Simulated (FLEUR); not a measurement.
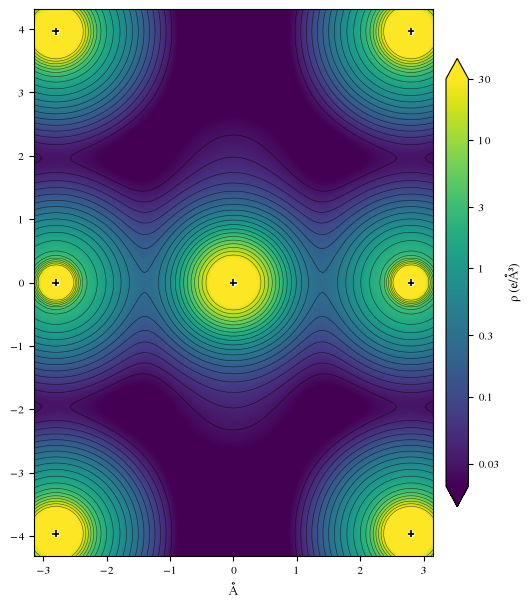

The total electron density on a plane through atoms (crosses mark nuclei in the plane).

These are results of Kohn-Sham DFT of a periodic cell, PBEsol, all-electron (FLEUR), not measurements.

Candidates:
A. GaN, a = 3.18 Å, b = 3.18 Å, c = 5.17 Å, α = 90.00°, β = 90.00°, γ = 120.00°. Space group P6₃mc.
B. CsPbCl3, a = 5.61 Å, b = 5.61 Å, c = 5.61 Å, α = 90.00°, β = 90.00°, γ = 90.00°. Space group Pm-3m.
C. ZrSe2, a = 3.80 Å, b = 3.80 Å, c = 6.19 Å, α = 90.00°, β = 90.00°, γ = 120.00°. Space group P-3m1.

### Which candidate gave the map?

Candidate B: CsPbCl3 on the (101̄) plane of the conventional cell, which holds Pb, Cs and Cl. Pb–Cl (2.80 Å): the density is about 0.27 e/Å³ at the midpoint. Cs–Cl (3.96 Å): ρ at the midpoint is about 0.03 e/Å³.
